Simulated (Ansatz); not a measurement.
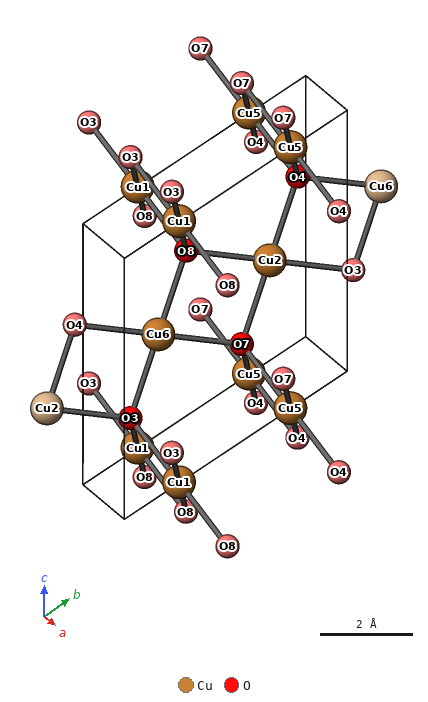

Fig. 1: The structure as given in the input (ball-and-stick view of the reduced cell, seen slightly off an axis; neighbours outside the cell are drawn fainter; atoms are numbered from 1 in the order of the input). Near neighbours in the crystal (not all of them lie inside the picture): Cu has 4 O at 1.96 Å; O has 4 Cu at 1.96 Å.

**Two runs on CuO**

System: CuO (8 atoms in the cell).
Method of run A: DFT PBE, scalar-relativistic, plane waves, PAW, spin-polarised (Ansatz 0.2.0).

The structure derives from an entry of the Crystallography Open Database. Text and figures count atoms from 1; the logs count them from 0 in places.

### Input, run A
```yaml
crystal:
  lattice:
    - [2.0811537784, -2.0820804211, 0.1647375781]
    - [-1.6727914854, -2.0820804211, -5.3003342005]
    - [2.0811537784, 6.2462412633, 0.1647375781]
  atoms:
    - { symbol: Cu, position: [0.24045, -0.00185, 0.2462], spin: 1.0 }
    - { symbol: Cu, position: [0.24045, -0.50185, -0.2538], spin: 1.0 }
    - { symbol: O, position: [0.6154830823, -0.25185, 0.1211669177] }
    - { symbol: O, position: [0.3654169176, -0.75185, -0.1287669177] }
    - { symbol: Cu, position: [0.74045, -0.00185, 0.7462], spin: -1.0 }
    - { symbol: Cu, position: [0.74045, -0.50185, 0.2462], spin: -1.0 }
    - { symbol: O, position: [1.1154830823, -0.25185, 0.6211669177] }
    - { symbol: O, position: [0.8654169176, -0.75185, 0.3712330823] }
basis:
  ecutwfc: 420
  ecutrho_ratio: 4
kpoints:
  mp_grid: { grid: [10, 6, 6] }
hamiltonian:
  xc: pbe
scf:
  occupations: { method: gaussian, width: 0.05 }
  lower_state_search: "off"
output:
  forces: true
  stress: true
  eigenvalues: true
  populations: true
magnetization:
  spin_polarized: true
```

Command:
```bash
ansatz run input.yaml --threads 4 --pin off --max-ram 10240MiB --backend cpu --events-out ev --progress --plain --runs-dir out
```

Hardware: 4 threads of Arm Neoverse V2, 24 GiB of memory available, shared host.

### Output, shortened to warnings, some set-up lines, iterations and results (run A)
```
WARN: the starting moments were not kept: the SCF closed with an absolute magnetisation of 5.8e-5 μB, where they sum to 4 μB in size (4 sites). That is at most 0.1 of that sum. Measured as dr2_m measures the in/out step, that magnetisation stands 2.1e-9 eV from none, at or under the dr2_threshold of 1.0e-7 eV: it is no larger than a step whose dr2_m would equal this threshold. The system may hold …
Basis set: ecut = 420 eV, 1713 PW (Γ), exchange–correlation on 40×80×90 points (8 copies of the dense FFT grid, shifted against one another)
Symmetry: 2 space group operations
k-points: 184 of 360
Initial density: superposition of atomic densities (chi_scale 0.1, normalization cell, long waves kept (reshape's long-wave potential 0.00 eV rms))
[...]
SCF iter   1: F=—  HF=-28763.944548 eV  |F-HF|=—  |Δ(HF+E_count)|=         —  Δρ=7.51e-2 (↑7.51e-2 ↓7.51e-2)  dr2=5.86e-1  dr2_m=4.08e0  M=0.000 μB ∫|m|=1.467 μB  β_m=0.30  …
SCF iter   2: F=—  HF=-28764.451018 eV  |F-HF|=—  |Δ(HF+E_count)|=   5.06e-1  Δρ=5.33e-2 (↑5.33e-2 ↓5.33e-2)  dr2=3.75e-1  dr2_m=1.99e0  M=-0.000 μB ∫|m|=1.502 μB  β_m=0.30  …
SCF iter   3: F=—  HF=-28764.761380 eV  |F-HF|=—  |Δ(HF+E_count)|=   3.10e-1  Δρ=3.93e-2 (↑3.93e-2 ↓3.93e-2)  dr2=2.30e-1  dr2_m=1.08e0  M=-0.000 μB ∫|m|=1.454 μB  β_m=0.30  …
SCF iter   4: F=—  HF=-28765.040696 eV  |F-HF|=—  |Δ(HF+E_count)|=   2.79e-1  Δρ=2.61e-2 (↑2.61e-2 ↓2.61e-2)  dr2=5.63e-2  dr2_m=5.43e-1  M=0.000 μB ∫|m|=1.454 μB  β_m=0.30  …
SCF iter   5: F=—  HF=-28765.066097 eV  |F-HF|=—  |Δ(HF+E_count)|=   2.54e-2  Δρ=2.01e-2 (↑2.01e-2 ↓2.01e-2)  dr2=1.32e-2  dr2_m=3.26e-1  M=-0.000 μB ∫|m|=1.390 μB  β_m=0.30  …
[... 29 lines ...]
SCF iter  35: F=-28765.134147 eV  HF=-28765.134147 eV  |F-HF|=1.61e-8  |Δ(HF+E_count)|=   1.22e-9  Δρ=2.66e-6 (↑2.66e-6 ↓2.35e-6)  dr2=1.52e-8  dr2_m=8.71e-10  M=0.000 μB …
SCF iter  36: F=-28765.134147 eV  HF=-28765.134147 eV  |F-HF|=2.59e-9  |Δ(HF+E_count)|=  2.07e-10  Δρ=1.19e-6 (↑1.19e-6 ↓1.06e-6)  dr2=2.19e-9  dr2_m=3.18e-10  M=0.000 μB …
SCF iter  37: F=-28765.134147 eV  HF=-28765.134147 eV  |F-HF|=3.26e-9  |Δ(HF+E_count)|=  2.91e-11  Δρ=1.42e-6 (↑8.49e-7 ↓1.42e-6)  dr2=3.32e-9  dr2_m=1.62e-10  M=-0.000 μB …
SCF iter  38: F=-28765.134147 eV  HF=-28765.134147 eV  |F-HF|=1.83e-8  |Δ(HF+E_count)|=   1.01e-9  Δρ=2.61e-6 (↑2.61e-6 ↓2.13e-6)  dr2=1.71e-8  dr2_m=9.47e-11  M=-0.000 μB …
SCF 1 converged in 38 iterations: F = -28765.134147 eV  dr2 = 1.71e-8
SCF converged after 38 iterations
Magnetization: -0.0000 μB (50.0000 up, 50.0000 down)
Absolute magnetization: 0.0001 μB (∫|ρ↑−ρ↓|, with the PAW one-centre terms)
Spin contamination: 0.0000 ħ² per cell (⟨S²⟩ above its minimum at these occupations)
Per-site moments (μB) at R_I (Å): [(-2.023480180560792e-5, 0.8074663121903316), (1.0578905132661977e-5, 0.8074663121444303), (-3.801029393197801e-6, 0.8074663121444304), (2.924009094670171e-6, 0.8074663121444303), (2.0596838352582848e-6, 0.8074663121903314), (5.093038580047418e-6, …
Free energy (F): -28765.134147 eV
Harris-Foulkes:  -28765.134147 eV  (|F-HF|=1.83e-8)
Internal energy: -28765.128951 eV  (E = F + TS)
E sigma→0 (E₀):  -28765.131549 eV
Entropy (-TS):   -0.005196 eV (-0.650 meV/atom)
Fermi energy:    10.696936 eV
--- Per-component energies (eV) ---
  E_band       = -1868.580661
  E_kinetic    = 1882.057286
  E_local      = -20391.075570  (includes V_loc(G=0)·N_el)
  E_nonlocal   = 1752.025221
  E_hartree    = 8825.621993
  E_xc         = -646.506286
  E_vxc        = -829.730967  (∫ρ·V_xc dr)
  E_paw        = -7274.863611  (= ΣΔE_a)
  E_vpaw       = -1933.115462  (= ΣTr[D̂ρ^β])
  E_aug_tail   = 0.011056  (compensation charges beyond the density's cutoff)
  E_ewald      = -12912.399039
  E_smearing   = -0.005196  (= −TS)
  E_closure    = -0.000000  (closes the sum)
  Σ components = -28765.134147   (vs F -28765.134147, Δ=0.00e0)
--- Forces (eV/Å), atoms counted from 1 ---
  atom   1  Cu     0.00000000     0.00000000     0.00000000
  atom   2  Cu     0.00000000     0.00000000     0.00000000
  atom   3  O     -0.00052584    -0.00133855     0.00339132
  atom   4  O      0.00056383     0.00138561    -0.00326925
  atom   5  Cu     0.00000000     0.00000000     0.00000000
  atom   6  Cu     0.00000000     0.00000000     0.00000000
  atom   7  O     -0.00056383    -0.00138561     0.00326925
  atom   8  O      0.00052584     0.00133855    -0.00339132
  max |Σ_I F_I| component: 0.00e0 eV/Å
--- Stress (GPa, compression-positive) ---
        0.003703       0.049208      -0.004012
        0.049208       0.012588      -0.010522
       -0.004012      -0.010523      -0.026000
  P = ⅓ Tr σ = -0.0032 GPa (-0.032 kbar)
--- Löwdin populations: 8 sites ---
  site symbol       q [e]    m [muB]
     0     Cu     18.0141    -0.0000
     1     Cu     18.0146     0.0000
     2      O      6.8758    -0.0000
     3      O      6.8758     0.0000
     4     Cu     18.0141     0.0000
     5     Cu     18.0146     0.0000
     6      O      6.8758     0.0000
     7      O      6.8758    -0.0000
  spilling = 0.004394 (of n_electrons = 100.000000)
```

The input of run B differs as follows (lines with − go, lines with + come):
```diff
-    - { symbol: Cu, position: [0.74045, -0.00185, 0.7462], spin: -1.0 }
-    - { symbol: Cu, position: [0.74045, -0.50185, 0.2462], spin: -1.0 }
+    - { symbol: Cu, position: [0.74045, -0.00185, 0.7462], spin: 1.0 }
+    - { symbol: Cu, position: [0.74045, -0.50185, 0.2462], spin: 1.0 }
```

Predict how the results change.

The energy is the same within 0.01 meV per atom. The SCF takes 24 iterations against 38. On the same kind of shared host run B took about 0.69 times as long.

### Output, shortened to warnings, some set-up lines, iterations and results (run B)
```
WARN: the starting moments were not kept: the SCF closed with an absolute magnetisation of 3.2e-5 μB, where they sum to 4 μB in size (4 sites). That is at most 0.1 of that sum. Measured as dr2_m measures the in/out step, that magnetisation stands 6.2e-10 eV from none, at or under the dr2_threshold of 1.0e-7 eV: it is no larger than a step whose dr2_m would equal this threshold. The system may …
Basis set: ecut = 420 eV, 1713 PW (Γ), exchange–correlation on 40×80×90 points (8 copies of the dense FFT grid, shifted against one another)
Symmetry: 4 space group operations
k-points: 184 of 360
Initial density: superposition of atomic densities (chi_scale 0.1, normalization cell, long waves kept (reshape's long-wave potential 0.00 eV rms))
[...]
SCF iter   1: F=—  HF=-28763.902920 eV  |F-HF|=—  |Δ(HF+E_count)|=         —  Δρ=7.96e-2 (↑7.96e-2 ↓7.88e-2)  dr2=5.95e-1  dr2_m=4.60e0  M=1.225 μB ∫|m|=1.346 μB  β_m=0.30  …
SCF iter   2: F=—  HF=-28764.411259 eV  |F-HF|=—  |Δ(HF+E_count)|=   5.08e-1  Δρ=6.41e-2 (↑6.41e-2 ↓4.98e-2)  dr2=3.67e-1  dr2_m=2.37e0  M=1.206 μB ∫|m|=1.320 μB  β_m=0.30  …
SCF iter   3: F=—  HF=-28764.727973 eV  |F-HF|=—  |Δ(HF+E_count)|=   3.17e-1  Δρ=4.86e-2 (↑4.86e-2 ↓3.69e-2)  dr2=2.20e-1  dr2_m=1.35e0  M=1.116 μB ∫|m|=1.222 μB  β_m=0.30  …
SCF iter   4: F=—  HF=-28765.015592 eV  |F-HF|=—  |Δ(HF+E_count)|=   2.88e-1  Δρ=3.41e-2 (↑3.41e-2 ↓2.58e-2)  dr2=6.74e-2  dr2_m=7.32e-1  M=1.065 μB ∫|m|=1.167 μB  β_m=0.30  …
SCF iter   5: F=—  HF=-28765.047749 eV  |F-HF|=—  |Δ(HF+E_count)|=   3.22e-2  Δρ=2.56e-2 (↑2.56e-2 ↓2.17e-2)  dr2=1.89e-2  dr2_m=4.57e-1  M=0.973 μB ∫|m|=1.067 μB  β_m=0.30  …
[... 15 lines ...]
SCF iter  21: F=—  HF=-28765.134147 eV  |F-HF|=—  |Δ(HF+E_count)|=   7.41e-7  Δρ=2.92e-5 (↑1.70e-5 ↓2.92e-5)  dr2=1.12e-6  dr2_m=1.31e-7  M=0.001 μB ∫|m|=0.001 μB  β_m=0.93  …
SCF iter  22: F=—  HF=-28765.134147 eV  |F-HF|=—  |Δ(HF+E_count)|=   1.37e-7  Δρ=1.68e-5 (↑1.40e-5 ↓1.68e-5)  dr2=6.37e-7  dr2_m=6.96e-9  M=0.000 μB ∫|m|=0.000 μB  β_m=0.95  …
SCF iter  23: F=-28765.134147 eV  HF=-28765.134147 eV  |F-HF|=5.09e-8  |Δ(HF+E_count)|=   4.46e-8  Δρ=4.66e-6 (↑4.66e-6 ↓4.19e-6)  dr2=5.36e-8  dr2_m=3.98e-10  M=0.000 μB …
SCF iter  24: F=-28765.134147 eV  HF=-28765.134147 eV  |F-HF|=3.17e-10  |Δ(HF+E_count)|=  8.95e-10  Δρ=9.89e-7 (↑9.89e-7 ↓7.61e-7)  dr2=2.11e-9  dr2_m=4.11e-11  M=0.000 μB …
SCF 1 converged in 24 iterations: F = -28765.134147 eV  dr2 = 2.11e-9
SCF converged after 24 iterations
Magnetization: 0.0000 μB (50.0000 up, 50.0000 down)
Absolute magnetization: 0.0000 μB (∫|ρ↑−ρ↓|, with the PAW one-centre terms)
Spin contamination: 0.0000 ħ² per cell (⟨S²⟩ above its minimum at these occupations)
Per-site moments (μB) at R_I (Å): [(8.918234324281382e-6, 0.8074663121903316), (-1.1079428992637261e-6, 0.8074663121444304), (2.1949922303074947e-6, 0.8074663121444304), (2.194992230417e-6, 0.8074663121444304), (8.91823432426571e-6, 0.8074663121903315), (-1.1079428993516403e-6, 0.8074663121444304), …
Free energy (F): -28765.134147 eV
Harris-Foulkes:  -28765.134147 eV  (|F-HF|=3.17e-10)
Internal energy: -28765.128951 eV  (E = F + TS)
E sigma→0 (E₀):  -28765.131549 eV
Entropy (-TS):   -0.005196 eV (-0.650 meV/atom)
Fermi energy:    10.696916 eV
--- Per-component energies (eV) ---
  E_band       = -1868.582732
  E_kinetic    = 1882.057270
  E_local      = -20391.078725  (includes V_loc(G=0)·N_el)
  E_nonlocal   = 1752.026144
  E_hartree    = 8825.624635
  E_xc         = -646.506195
  E_vxc        = -829.730844  (∫ρ·V_xc dr)
  E_paw        = -7274.864097  (= ΣΔE_a)
  E_vpaw       = -1933.117742  (= ΣTr[D̂ρ^β])
  E_aug_tail   = 0.011056  (compensation charges beyond the density's cutoff)
  E_ewald      = -12912.399039
  E_smearing   = -0.005196  (= −TS)
  E_closure    = 0.000000  (closes the sum)
  Σ components = -28765.134147   (vs F -28765.134147, Δ=0.00e0)
--- Forces (eV/Å), atoms counted from 1 ---
  atom   1  Cu     0.00000000     0.00000000     0.00000000
  atom   2  Cu     0.00000000     0.00000000     0.00000000
  atom   3  O     -0.00054036    -0.00136288     0.00327369
  atom   4  O      0.00054036     0.00136288    -0.00327369
  atom   5  Cu     0.00000000     0.00000000     0.00000000
  atom   6  Cu     0.00000000    -0.00000000     0.00000000
  atom   7  O     -0.00054036    -0.00136288     0.00327369
  atom   8  O      0.00054036     0.00136288    -0.00327369
  max |Σ_I F_I| component: 2.17e-19 eV/Å
--- Stress (GPa, compression-positive) ---
        0.003757       0.049490      -0.004006
        0.049491       0.012635      -0.010499
       -0.004006      -0.010499      -0.025963
  P = ⅓ Tr σ = -0.0032 GPa (-0.032 kbar)
--- Löwdin populations: 8 sites ---
  site symbol       q [e]    m [muB]
     0     Cu     18.0141     0.0000
     1     Cu     18.0146    -0.0000
     2      O      6.8758     0.0000
     3      O      6.8758     0.0000
     4     Cu     18.0141     0.0000
     5     Cu     18.0146    -0.0000
     6      O      6.8758     0.0000
     7      O      6.8758     0.0000
  spilling = 0.004394 (of n_electrons = 100.000000)
```

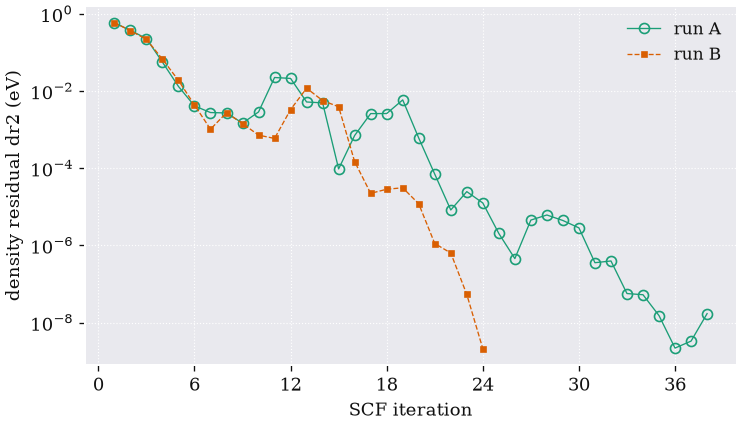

Fig. 2: Convergence of the two runs: density residual dr2 against the SCF iteration. Run A takes 38 iterations in all, and run B takes 24.

### The two runs side by side

| quantity | run A | run B |
| --- | --- | --- |
| outcome | converged | converged |
| free energy per atom (eV) | −3595.6418 | −3595.6418 |
| energy per atom, smearing taken to zero (eV) | −3595.6414 | −3595.6414 |
| gap on the mesh (eV) | 0.00 | 0.00 |
| net moment of the cell (μB) | 0.00 | 0.00 |
| absolute moment of the cell (μB) | 0.00 | 0.00 |
| pressure (GPa) | 0.00 | 0.00 |
| largest force (eV/Å) | 0.004 | 0.004 |
| SCF iterations | 38 | 24 |
| irreducible k-points | 184 | 184 |
| plane waves at Γ | 1713 | 1713 |
| wall time (shared host) | 93 s | 65 s |

For both runs: Warnings: some starting moments were not kept.
